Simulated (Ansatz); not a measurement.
```
CELL_PARAMETERS angstrom
4.15991 0.00000 0.00000
0.00000 11.98259 0.00000
0.00000 0.00000 4.27932
ATOMIC_POSITIONS crystal
Pb 0.00000 0.13056 0.75000
Pb 0.50000 0.63056 0.75000
Pb 0.50000 0.36944 0.25000
Pb 0.00000 0.86944 0.25000
S 0.00000 0.35480 0.75000
S 0.50000 0.85480 0.75000
S 0.50000 0.14520 0.25000
S 0.00000 0.64520 0.25000
```

Space group Cmcm. The cell comes from a database of computed structures, not from a measurement.

Level of theory: DFT r2SCAN, scalar-relativistic, plane waves, PAW in Ansatz.

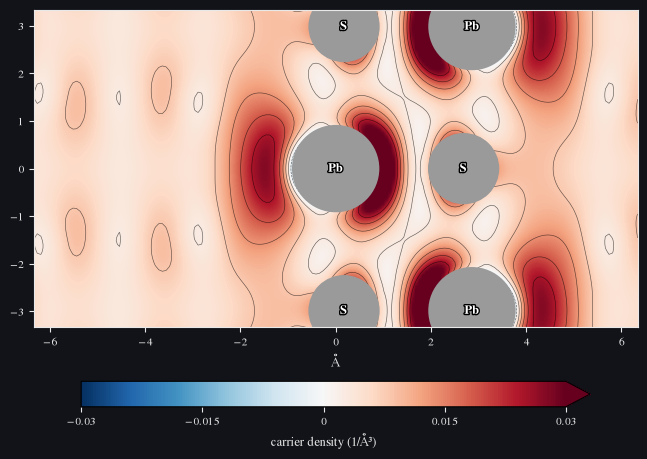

PbS. Where the extra electron sits when 0.1 electron is added to the 4-atom cell of the calculation (uniform compensating background, atoms fixed); the change of density for each carrier, counted positive where the carrier is: a map on the (101) plane of the conventional cell, with grey discs over the atomic cores. Cores are masked to 0.9 Å (Pb) and 0.7 Å (S).

Core electrons are frozen (PAW), so the fields are smoothed inside the atomic spheres.

**Where does the doped charge go?**

Summed over atomic cells sized by the Bader volumes, the added electron divides as Pb about 60 % and S about 40 %; the most favoured element is Pb, which fills 45 % of the volume. Over the whole cell, outside the cores, it is densest at the edge of the masked core of Pb. The counter-flow of charge adds up to under 0.1 e for each carrier. These are shares of the net change, screening included; the states that take the carrier can be more concentrated.

Run times: 110 s (electron) and 110 s (base cell), on 1 thread of Arm Neoverse N1, with other jobs on the host.
